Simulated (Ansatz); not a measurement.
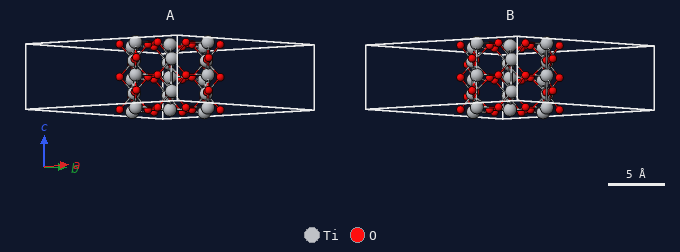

Two geometries of a wire of composition TiO$_{2}$, drawn at one scale. One is the start of a relaxation, the other its converged end. The picture is a ball-and-stick view of the 2 repeat of the cell, with the vacuum cut short (origin shifted), seen from a free direction.

All numbers below come from Ansatz, DFT PBEsol, scalar-relativistic, plane waves, PAW. Settings: plane-wave cutoff 420 eV; k-point mesh 1 × 1 × 11; occupations gaussian; smearing width 0.05 eV; no spin polarisation; cell relaxed at fixed a, b, alpha, beta, gamma; force threshold 0.02 eV/Å; at most 45 steps.

> Which one is relaxed?

Structure B is the relaxed one. Case: wire along [0 0 1], 27 atoms a period. The largest moves relative to the layer's centre, 0.41 Å, are those of O atoms. Largest moves by element: O 0.41 Å, Ti 0.15 Å. Along the periodic axis the drawn cell goes c 5.878 → 5.775 Å (−1.8 %). Some distances before and after: O–Ti 1.976 → 1.776 Å, O–Ti 1.942 → 2.092 Å, O–Ti 1.976 → 1.837 Å, O–Ti 1.942 → 1.812 Å. Among the angles between lasting bonds that change: Ti–O–Ti 98.3° → 87.3°, Ti–O–Ti 98.3° → 105.6°, Ti–O–Ti 98.3° → 91.9°. After 7 accepted moves (9 points after the start) the energy has fallen by 4.447 eV per cell of the calculation. The largest force component goes from 2.9 to 0.012 eV/Å. At 2 points the geometry stayed and the basis and grid were re-selected for the new cell (energy shift of 20.6 meV per cell of the calculation at most each time).
